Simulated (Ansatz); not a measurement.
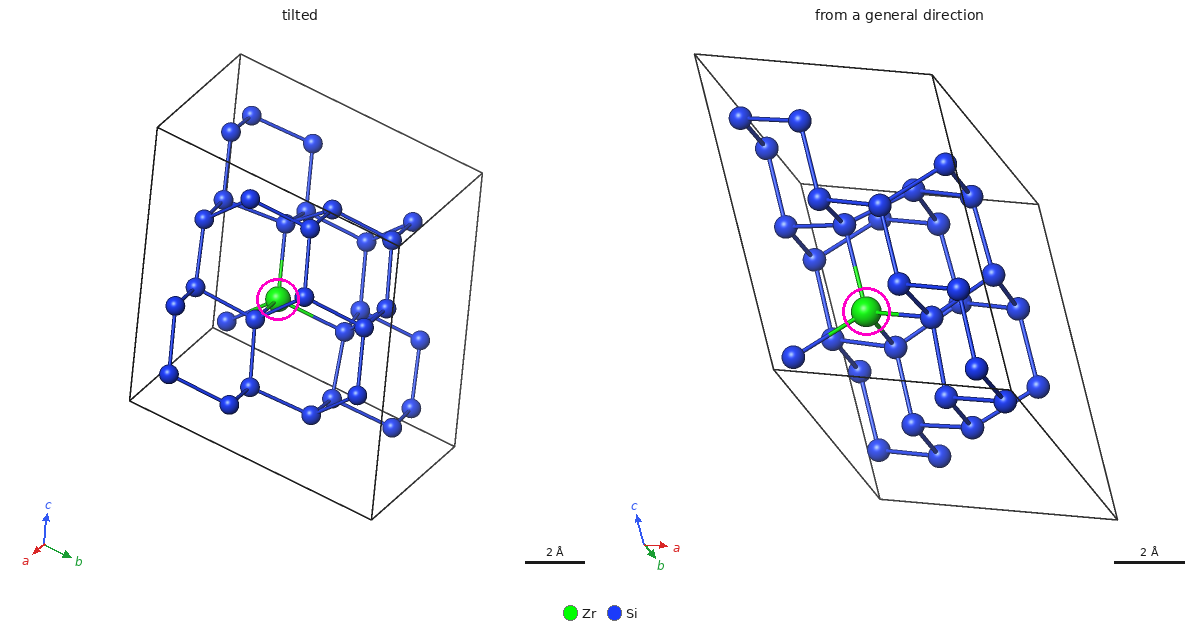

A ball-and-stick rendering, viewed slightly off an axis and from a general direction. One supercell is framed, with atoms on its boundary repeated. The host is Si, in a cell of 32 sites, and the cell is neutral. A ring marks the defect's site.

> Name the defect and give its surroundings.

Zirconium on a silicon site (a substitutional impurity). It is bonded to four Si in a tetrahedral arrangement at about 2.6 Å.

The atoms were relaxed in the host's cell with DFT PBEsol, scalar-relativistic, plane waves, PAW in Ansatz 0.2.0.
